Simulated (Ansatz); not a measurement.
## Geometry relaxation of Gd5N (part 4 of 4)

Continued. System: Gd5N (slab, 6 atoms in the cell). Method: DFT PBE+U, scalar-relativistic, plane waves, PAW, Ueff = 6 eV on Gd f, spin-polarised (Ansatz 0.2.0); cutoff 420 eV, 9×9×1 k-mesh, Gaussian smearing of 0.1 eV, collinear spins. The input holds or restrains some coordinates. It belongs to a series of runs on one base structure; here: N put at a hollow Gd-Gd-Gd site.

Geometry of the input (Å; fractional positions):
```
3.6516  0.0000  0.0000
-1.8258  3.1624  0.0000
0.0000  0.0000  30.7057
Gd 0.3333  0.6667  0.2768
Gd 0.6667  0.3333  0.3721
Gd 0.3333  0.6667  0.4681
Gd 0.6667  0.3333  0.5641
Gd 0.3333  0.6667  0.6556
N  0.0000  0.0000  0.7090
```

### Output, continued
```
  k-point 0 ↑: bands = ["-42.4496", "-42.2865", "-42.1071", "-42.0644", "-39.6179", "-19.9660", "-19.8365", "-19.5310", "-19.5310", "-19.5271", "-19.3881", "-19.3881", "-19.2680", "-19.2233", "-19.2233", "-19.1698", "-19.1698", "-17.3197", "-16.8563", "-16.8563", "-8.4402", "-5.1983", "-5.1798", "-5.1525", "-5.1525", "-5.1379", "-5.1379", "-5.0539", "-5.0348", "-5.0183", "-4.9872", "-4.9872", "-4.9694", "-4.9694", "-4.8940", "-4.8743", "-4.8574", "-4.8277", "-4.8199", "-4.8199", "-4.8048", "-4.8048", "-4.7965", "-4.7654", "-4.7654", "-4.7452", "-4.7452", "-4.7399", "-4.7041", "-2.3336", "-2.2750", "-2.2750", "-2.2217", "-2.2217", "-2.0646", "-2.0356", "-1.3905", "-0.7564", "0.1156", "0.7479", "1.5440", "1.5440", "2.2900", "3.1654", "3.4193", "3.9297", "4.0405", "4.5164", "4.5372", "4.5372", "4.5976", "4.5976", "4.6879", "4.6879", "5.0253", "5.0253", "6.1126", "6.1126", "6.6987", "6.6987", "6.8667", "7.4377", "7.4377", "7.8207"]
  k-point 1 ↑: bands = ["-42.4456", "-42.2824", "-42.1028", "-42.0611", "-39.6123", "-19.9532", "-19.8234", "-19.5955", "-19.5440", "-19.5251", "-19.4402", "-19.4018", "-19.2934", "-19.2498", "-19.2373", "-19.2191", "-19.1802", "-17.3114", "-16.9722", "-16.8771", "-8.2767", "-5.1930", "-5.1708", "-5.1536", "-5.1486", "-5.1438", "-5.1389", "-5.0641", "-5.0277", "-5.0108", "-4.9883", "-4.9831", "-4.9752", "-4.9702", "-4.9045", "-4.8644", "-4.8511", "-4.8235", "-4.8178", "-4.8159", "-4.8087", "-4.8039", "-4.7920", "-4.7684", "-4.7643", "-4.7516", "-4.7514", "-4.7449", "-4.7142", "-2.3273", "-2.2778", "-2.2730", "-2.2290", "-2.2206", "-2.0841", "-2.0243", "-1.1175", "-0.4952", "0.3711", "1.0164", "1.4089", "1.7490", "2.3592", "3.1843", "3.3620", "3.6571", "3.9415", "4.1640", "4.2556", "4.5176", "4.7221", "4.7610", "4.8378", "4.8850", "4.9223", "5.2495", "5.8217", "5.9357", "6.5717", "6.5996", "7.0551", "7.4145", "7.5623", "7.9315"]
  k-point 2 ↑: bands = ["-42.4356", "-42.2720", "-42.0920", "-42.0526", "-39.5983", "-19.9229", "-19.7924", "-19.7320", "-19.6088", "-19.5768", "-19.5085", "-19.4361", "-19.4116", "-19.3265", "-19.2720", "-19.2665", "-19.2071", "-17.3269", "-17.2103", "-16.9291", "-7.8971", "-5.1831", "-5.1610", "-5.1525", "-5.1448", "-5.1447", "-5.1367", "-5.0880", "-5.0156", "-4.9952", "-4.9862", "-4.9835", "-4.9771", "-4.9696", "-4.9286", "-4.8444", "-4.8377", "-4.8216", "-4.8170", "-4.8082", "-4.8027", "-4.7972", "-4.7850", "-4.7763", "-4.7716", "-4.7662", "-4.7586", "-4.7525", "-4.7333", "-2.3190", "-2.2760", "-2.2746", "-2.2441", "-2.2135", "-2.1234", "-2.0187", "-0.3860", "0.1711", "0.9349", "1.3599", "1.6728", "2.2836", "2.4052", "2.9501", "3.0591", "3.2180", "3.6048", "3.6987", "4.0019", "4.3625", "4.4818", "5.0824", "5.0933", "5.2507", "5.4660", "5.6072", "5.7679", "6.0607", "6.5792", "6.6217", "7.3786", "7.4390", "7.7900", "8.0557"]
  k-point 11 ↓: bands = ["-39.1056", "-38.9380", "-38.8237", "-38.7912", "-36.4617", "-17.3876", "-17.3697", "-17.3463", "-17.2666", "-17.2543", "-17.2529", "-17.1428", "-17.0948", "-17.0355", "-17.0206", "-16.8734", "-16.8567", "-15.7655", "-15.1321", "-14.9365", "-6.6210", "2.2839", "2.5439", "3.1388", "3.4134", "3.4663", "3.5732", "3.5766", "3.5908", "4.0408", "4.1566", "4.7200", "4.8028", "4.9164", "4.9475", "4.9602", "5.0382", "5.7241", "5.9977", "6.1054", "6.1137", "6.1832", "6.2249", "6.2368", "6.2598", "6.3038", "6.3196", "6.3210", "6.3341", "6.3441", "6.4049", "6.4127", "6.4712", "6.4777", "6.4897", "6.4958", "6.5213", "6.5294", "6.5832", "6.6206", "6.6225", "6.6264", "6.6354", "6.6560", "6.6591", "6.6705", "6.9670", "7.3766", "7.7647", "8.0464", "8.2719", "8.8428", "8.9032", "8.9398", "8.9996", "9.0678", "9.1306", "9.1349", "9.2089", "9.3033", "9.4262", "9.4601", "9.7311", "9.9882"]
Occupation matrices written to [file]
--- Relaxed structure (6 steps of the walk, 6 accepted, 0 SCFs on fresh bases) ---
  F+E_penalty+E_count = -47044.83515884 eV   max|allowed force component| = 1.685e-2 eV/Å
  atoms:
    - { symbol: Gd, position: [0.3333333333333333, 0.6666666666666666, 0.2768216393] }
    - { symbol: Gd, position: [0.6666666666666666, 0.3333333333333333, 0.3721271938] }
    - { symbol: Gd, position: [0.3333333333333333, 0.6666666666666666, 0.4690027223368357] }
    - { symbol: Gd, position: [0.6666666666666666, 0.3333333333333333, 0.5618003120531392] }
    - { symbol: Gd, position: [0.3333333333333333, 0.6666666666666666, 0.6715709086301737] }
    - { symbol: N, position: [-2.5321801700255908e-17, -1.7853538145649674e-17, 0.6870714527789905] }
--- Löwdin populations: 6 sites ---
  site symbol       q [e]    m [muB]
     0     Gd     17.9166     8.1890
     1     Gd     17.9720     7.7607
     2     Gd     17.9717     7.7610
     3     Gd     17.8946     8.1477
     4     Gd     17.4352     7.2912
     5      N      5.5489    -0.0784
  spilling = 0.002748 (of n_electrons = 95.000000)
```

### File populations.tsv
```
# site	symbol	l	j	q_up	q_dn
# orbitals = lowdin
# n_electrons = 95.000000
# spilling = 0.002748
# projection_atom_Gd: [Kr 4d10] 4f7 5s2 5p6 5d1 6s2
# projection_atom_N: [He] 2s2 2p3
0	Gd	0_5S	-	0.986714	0.987399
0	Gd	0_6S	-	0.506831	0.383295
0	Gd	1_5P	-	2.989486	2.974749
0	Gd	2_5D	-	1.571465	0.514489
0	Gd	3_4F	-	6.998266	0.003872
1	Gd	0_5S	-	0.982688	0.984004
1	Gd	0_6S	-	0.421579	0.384450
1	Gd	1_5P	-	2.989050	2.969650
1	Gd	2_5D	-	1.475127	0.762709
1	Gd	3_4F	-	6.997888	0.004859
2	Gd	0_5S	-	0.982011	0.983353
2	Gd	0_6S	-	0.415078	0.378278
2	Gd	1_5P	-	2.988357	2.968266
2	Gd	2_5D	-	1.483070	0.770374
2	Gd	3_4F	-	6.997815	0.005049
3	Gd	0_5S	-	0.983683	0.984970
3	Gd	0_6S	-	0.453768	0.368288
3	Gd	1_5P	-	2.988732	2.970203
3	Gd	2_5D	-	1.596847	0.545690
3	Gd	3_4F	-	6.998130	0.004320
4	Gd	0_5S	-	0.980647	0.981725
4	Gd	0_6S	-	0.246510	0.172700
4	Gd	1_5P	-	2.975357	2.962080
4	Gd	2_5D	-	1.169290	0.895539
4	Gd	3_4F	-	6.991413	0.059926
5	N	0_2S	-	0.766522	0.770182
5	N	1_2P	-	1.968759	2.043484
```

### Trajectory as extended XYZ (Å, eV, eV/Å), 6 frames, from step=1 to step=6
```
6
Lattice="3.6516 0.0000 0.0000 -1.8258 3.1624 0.0000 0.0000 0.0000 30.7057" Properties=species:S:1:pos:R:3:forces:R:3 step=1 energy=-47041.56790
Gd    0.0000    2.1082    8.5000    0.0000   0.0000   0.2064
Gd    1.8258    1.0541   11.4264    0.0000   0.0000  -0.1659
Gd    0.0000    2.1082   14.3733    0.0000   0.0000   0.0079
Gd    1.8258    1.0541   17.3218    0.0000   0.0000  -0.7430
Gd    0.0000    2.1082   20.1298    0.0000   0.0000   4.1509
N     0.0000    0.0000   21.7698    0.0000   0.0000  -3.4560
6
Lattice="3.6516 0.0000 0.0000 -1.8258 3.1624 0.0000 0.0000 0.0000 30.7057" Properties=species:S:1:pos:R:3:forces:R:3 step=2 energy=-47043.11282
Gd    0.0000    2.1082    8.5000    0.0000   0.0000   0.2192
Gd    1.8258    1.0541   11.4264    0.0000   0.0000  -0.2303
Gd    0.0000    2.1082   14.3721    0.0000   0.0000   0.0676
Gd    1.8258    1.0541   17.2983    0.0000   0.0000  -0.3363
Gd    0.0000    2.1082   20.3248    0.0000   0.0000   4.2593
N     0.0000    0.0000   21.5971    0.0000   0.0000  -3.9788
6
Lattice="3.6516 0.0000 0.0000 -1.8258 3.1624 0.0000 0.0000 0.0000 30.7057" Properties=species:S:1:pos:R:3:forces:R:3 step=3 energy=-47044.37803
Gd    0.0000    2.1082    8.5000    0.0000   0.0000   0.2307
Gd    1.8258    1.0541   11.4264    0.0000   0.0000  -0.2520
Gd    0.0000    2.1082   14.3755    0.0000   0.0000   0.0925
Gd    1.8258    1.0541   17.2826    0.0000   0.0000  -0.1858
Gd    0.0000    2.1082   20.5194    0.0000   0.0000   2.4047
N     0.0000    0.0000   21.4153    0.0000   0.0000  -2.2897
6
Lattice="3.6516 0.0000 0.0000 -1.8258 3.1624 0.0000 0.0000 0.0000 30.7057" Properties=species:S:1:pos:R:3:forces:R:3 step=4 energy=-47044.82974
Gd    0.0000    2.1082    8.5000    0.0000   0.0000   0.2282
Gd    1.8258    1.0541   11.4264    0.0000   0.0000  -0.2097
Gd    0.0000    2.1082   14.4096    0.0000   0.0000  -0.0182
Gd    1.8258    1.0541   17.2648    0.0000   0.0000   0.0531
Gd    0.0000    2.1082   20.6998    0.0000   0.0000   0.1151
N     0.0000    0.0000   21.2185    0.0000   0.0000  -0.1692
6
Lattice="3.6516 0.0000 0.0000 -1.8258 3.1624 0.0000 0.0000 0.0000 30.7057" Properties=species:S:1:pos:R:3:forces:R:3 step=5 energy=-47044.83461
Gd    0.0000    2.1082    8.5000    0.0000   0.0000   0.2265
Gd    1.8258    1.0541   11.4264    0.0000   0.0000  -0.2178
Gd    0.0000    2.1082   14.4032    0.0000   0.0000   0.0094
Gd    1.8258    1.0541   17.2677    0.0000   0.0000  -0.0034
Gd    0.0000    2.1082   20.6540    0.0000   0.0000   0.0396
N     0.0000    0.0000   21.1441    0.0000   0.0000  -0.0535
6
Lattice="3.6516 0.0000 0.0000 -1.8258 3.1624 0.0000 0.0000 0.0000 30.7057" Properties=species:S:1:pos:R:3:forces:R:3 step=6 energy=-47044.83516
Gd    0.0000    2.1082    8.5000    0.0000   0.0000   0.2272
Gd    1.8258    1.0541   11.4264    0.0000   0.0000  -0.2230
Gd    0.0000    2.1082   14.4011    0.0000   0.0000  -0.0168
Gd    1.8258    1.0541   17.2505    0.0000   0.0000   0.0119
Gd    0.0000    2.1082   20.6210    0.0000   0.0000   0.0001
N     0.0000    0.0000   21.0970    0.0000   0.0000   0.0006
```

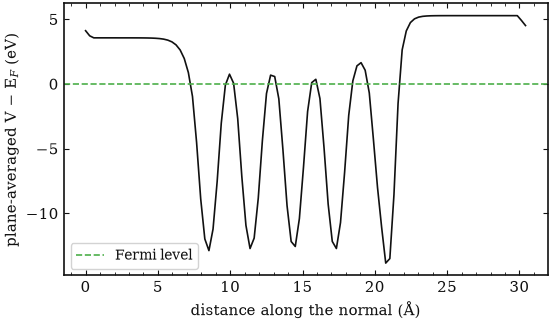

*Plane average of the electrostatic potential energy of an electron across the cell, from the Fermi level.*

The vacuum level lies 5.27 eV above the Fermi level on the upper side and 3.56 eV on the lower.

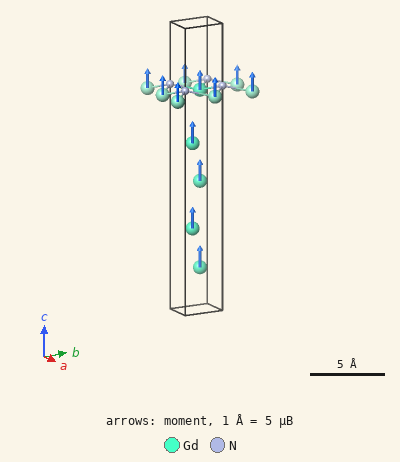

*Magnetic moments of the sites as blue arrows (ball-and-stick view of the cell of the calculation, with the vacuum cut short, seen slightly off an axis; neighbours outside the cell are drawn fainter); small moments hardly show. The run is collinear, so the axis drawn is arbitrary.*

Site moments: Gd1, Gd4 (7.66 μB); Gd2 (7.49 μB); Gd3 (7.47 μB); Gd5 (6.81 μB); N6 (−0.06 μB). They are counted near the atoms and needn't add up to the moment of the cell. Atoms are counted from 1 in the order of the input.

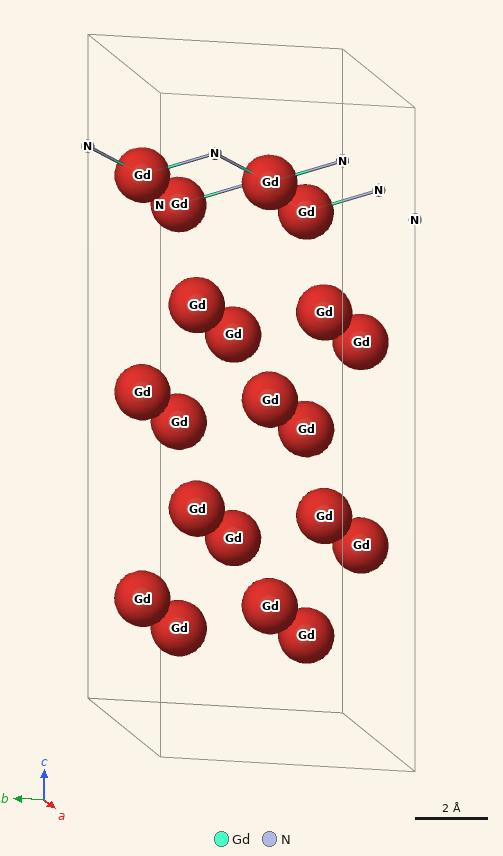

*Isosurface of the magnetisation density (up minus down) at +0.6 e/Å³ (red), seen at an oblique angle. Sticks mark near contacts.*

The cell of the calculation (6 atoms) carries 39.2 μB net. Core electrons are frozen (PAW), so the fields are smoothed inside the atomic spheres.

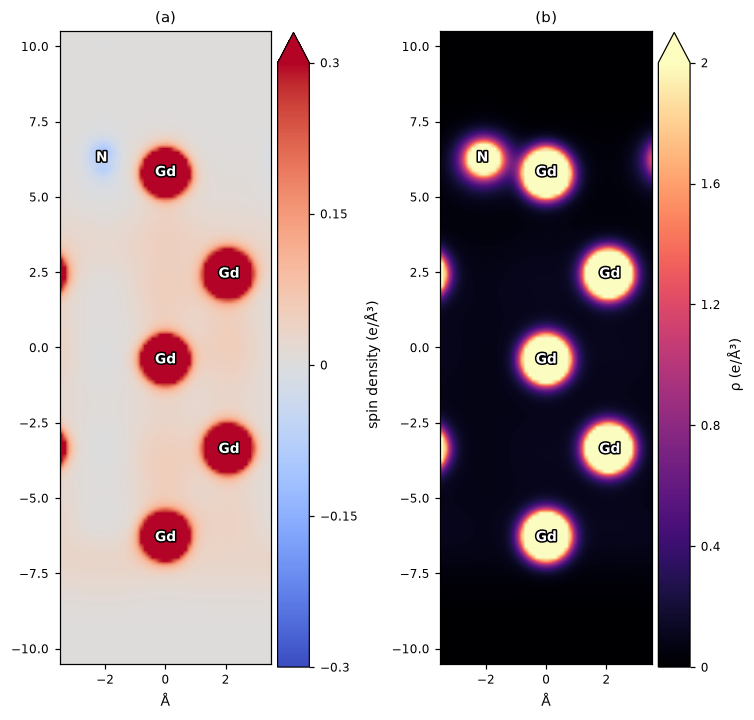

*(a) spin density (up minus down); (b) valence electron density on the (110) plane of the calculation cell, a cut from vacuum to vacuum.*

The section cuts through Gd and N sites. Gd–N (2.16 Å): the density is about 0.73 e/Å³ at the midpoint. The density dies away to nearly zero in the vacuum. The cell of the calculation (6 atoms) carries 39.2 μB net.

### Key numbers

```csv
quantity,value
outcome,converged under the restraints of the input
electrons treated,95
free energy,−47044.8352 eV
"work function, top face",5.27 eV
"work function, bottom face",3.56 eV
Fermi energy,3.557 eV
gap on the k-point mesh,none (metallic)
net moment of the cell,39.21 μB
integrated absolute moment,39.35 μB
final volume,354.58 Å³
work function (upper face),5.27 eV
"largest force (length of the vector) at the end, held atoms and coordinates included",0.227 eV/Å
hardware,"4 threads of Arm Neoverse V2, 24 GiB of memory available, shared host"
wall time,4.5 min (CPU time 17 min)
peak memory,1.4 GiB
```

### Notes

The electronic state found may not be the lowest one. Notes on the run: the exchange-correlation potential is rough where the density is thin. DFT+U on an f shell has many self-consistent states, and spin–orbit coupling is left out here.
